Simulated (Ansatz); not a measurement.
**Zn₁₆HSe₁₆ (cell charge +1, with a compensating background) (cell with a defect): density, localisation and related maps**

Input file:

```
crystal:
  lattice:
    - [5.7317611754, -5.7317611754, -5.7317611754]
    - [-5.7317611754, -5.7317611754, 5.7317611754]
    - [-5.7317611754, 5.7317611754, -5.7317611754]
  atoms:
    - { symbol: Zn, position: [0.2461816898, 0.246524379, 0.4960090066] }
    - { symbol: Zn, position: [0.2534105217, 0.5040935177, 0.2513137433] }
    - { symbol: Zn, position: [0.2502452619, 0.7510484349, 0.0003941359] }
    - { symbol: Zn, position: [-3.46739e-05, 0.251175766, 0.7505032909] }
    - { symbol: Zn, position: [0.2502669448, 0.0011468538, 0.7504981176] }
    - { symbol: Zn, position: [0.00198125, 0.500858922, 0.5001817413] }
    - { symbol: Zn, position: [-5.0709e-06, 0.7509738538, 0.2503235087] }
    - { symbol: Zn, position: [0.7501400017, 0.2509444254, 0.0003051582] }
    - { symbol: Zn, position: [0.9980494315, 0.9988591353, 0.9983043347] }
    - { symbol: Zn, position: [0.7499374914, 0.5037766648, 0.7519139746] }
    - { symbol: Zn, position: [0.7512970824, 0.7549274936, 0.5022762086] }
    - { symbol: Zn, position: [0.4987143083, 0.2551304129, 0.2510582829] }
    - { symbol: Zn, position: [0.749896313, 0.0009254152, 0.2502130178] }
    - { symbol: Zn, position: [0.5002374966, 0.5009680702, 0.0016891702] }
    - { symbol: Zn, position: [0.4997808663, 0.7530005475, 0.7492123484] }
    - { symbol: Zn, position: [0.5004003329, 0.002755622, 0.5002592438] }
    - { symbol: Se, position: [5.33261e-05, 0.2505550437, 0.5002785969] }
    - { symbol: Se, position: [0.0002884064, 0.5009999385, 0.2499519669] }
    - { symbol: Se, position: [-1.38875e-05, 0.750489509, 0.0001767475] }
    - { symbol: Se, position: [0.7503085368, 0.2516123212, 0.7506326552] }
    - { symbol: Se, position: [9.9987e-05, 0.0010752702, 0.74998868] }
    - { symbol: Se, position: [0.7516678864, 0.5010093261, 0.5025633059] }
    - { symbol: Se, position: [0.7502931107, 0.7512694851, 0.250642026] }
    - { symbol: Se, position: [0.500205366, 0.2508700886, 0.0005334496] }
    - { symbol: Se, position: [0.7495294144, 0.0007571516, 6.15322e-05] }
    - { symbol: Se, position: [0.501583045, 0.5034834915, 0.7539472842] }
    - { symbol: Se, position: [0.5020125143, 0.7512711281, 0.5005111617] }
    - { symbol: Se, position: [0.2481630555, 0.2496705551, 0.2481817061] }
    - { symbol: Se, position: [0.5000486563, 0.0014115646, 0.2500041548] }
    - { symbol: Se, position: [0.2500029512, 0.5010892023, 0.0004098187] }
    - { symbol: Se, position: [0.2504281449, 0.7513025911, 0.7505928302] }
    - { symbol: Se, position: [0.2499268285, 0.0008835295, 0.5003172767] }
    - { symbol: H, position: [0.4956401228, 0.4926731884, 0.4932489751] }
  host:
    lattice:
      - [0.0, 2.8658805877, 2.8658805877]
      - [2.8658805877, 0.0, 2.8658805877]
      - [2.8658805877, 2.8658805877, 0.0]
    atoms:
      - { symbol: Zn, position: [0.0, 0.0, 0.0] }
      - { symbol: Se, position: [0.75, 0.75, 0.75] }
total_charge: 1
basis:
  ecutwfc: 420
  xc_grid: 2
kpoints:
  mp_grid: { grid: [2, 2, 2], shift: [0.5, 0.5, 0.5] }
hamiltonian:
  xc: pbe
scf:
  occupations: { method: gaussian, width: 0.01 }
output:
  forces: true
  stress: false
  eigenvalues: true
  charged_corrections:
    defect_position: [0.5, 0.5, 0.5]
    epsilon: [[10.789, 0.0, 0.0], [0.0, 10.789, 0.0], [0.0, 0.0, 10.789]]
  write_density: true
  write_potential: true
  elf: true
  volumetric_format: npy
relax:
  adjacent_minimum: "off"
  f_tol: 0.025
  max_steps: 45
```

Launched as:

```sh
ansatz run input.yaml --threads 4 --pin off --max-ram 10240MiB --backend cpu --events-out ev --progress --plain --runs-dir out
```

The fields are those of the run's last geometry, not of the input's.

These are results of DFT PBE, scalar-relativistic, plane waves, PAW (Ansatz), not measurements.

Core electrons are frozen (PAW), and the valence fields are smoothed inside the atomic spheres.

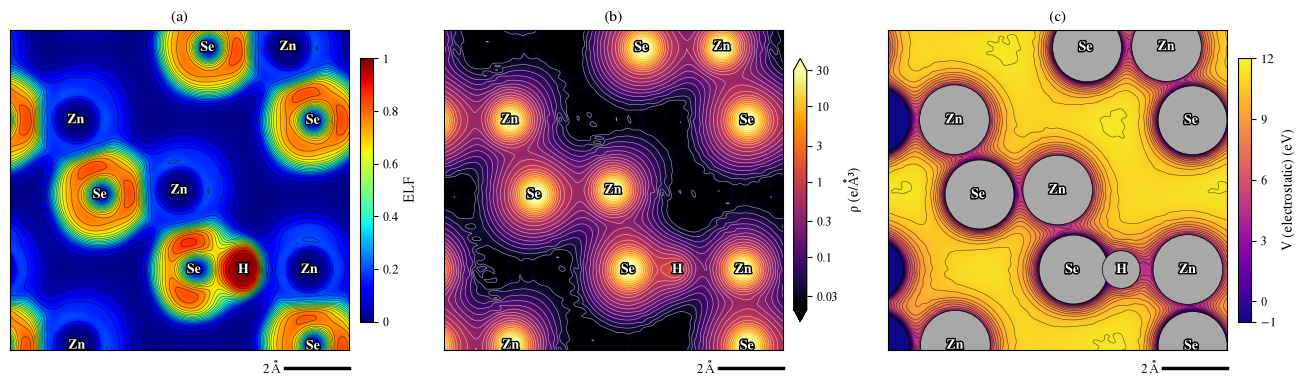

Figure 1. (a) electron localisation function; (b) valence pseudo-density; (c) electrostatic potential energy of an electron on the (010) plane of the calculation cell. Grey discs cover the atomic cores in the potential map.

What does the map show?

Answer. Atoms in the plane: Zn, Se and H.
Se–H (1.49 Å): ρ is about 1.5 e/Å³ halfway; the ELF climbs to about 1 towards the hydrogen, as it does in any bond to H; an ordinary covalent bond to hydrogen.
Zn–Se (2.40 Å): ρ is about 0.51 e/Å³ halfway; the ELF is about 0.60 at the midpoint.
Zn–Se (2.45 Å): the density is about 0.47 e/Å³ at the midpoint, with its minimum of 0.41 e/Å³ about 1.1 Å from Zn; the ELF is about 0.60 at the midpoint.
Zn–Se (2.49 Å): ρ is about 0.43 e/Å³ halfway; the ELF is about 0.60 at the midpoint.
Zn–Se (2.54 Å): ρ at the midpoint is about 0.39 e/Å³, with its minimum of 0.35 e/Å³ about 1.1 Å from Zn; the ELF is about 0.60 at the midpoint.
The density dies away to nearly zero in the voids.
Outside the cores the potential energy rises away from the atoms and is highest about 2.3 Å from the nearest atoms; its zero is arbitrary.

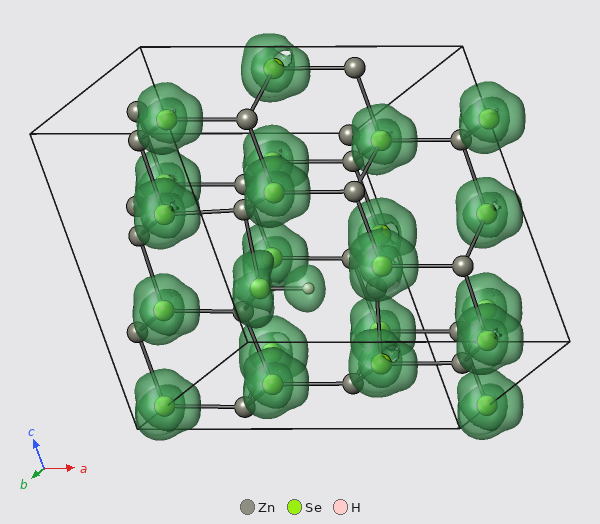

Figure 2. Isosurface of the electron localisation function at 0.75 (green), seen at an oblique angle. Only the valence region is drawn (cores and ρ < 0.01 e/Å³ removed). Sticks mark near contacts.

Where are the electrons localised?

Answer. At this value the surface marks out one region around a hydrogen nucleus and 16 regions wrapped around Se (the valence shell of each), counted in one cell of 33 atoms. Regions shared between cells count once.

Does the calculation give a band gap?

Answer. It is gapped, with a Kohn–Sham gap of 2.7 eV on the k-point mesh, an upper bound to the gap of this method.
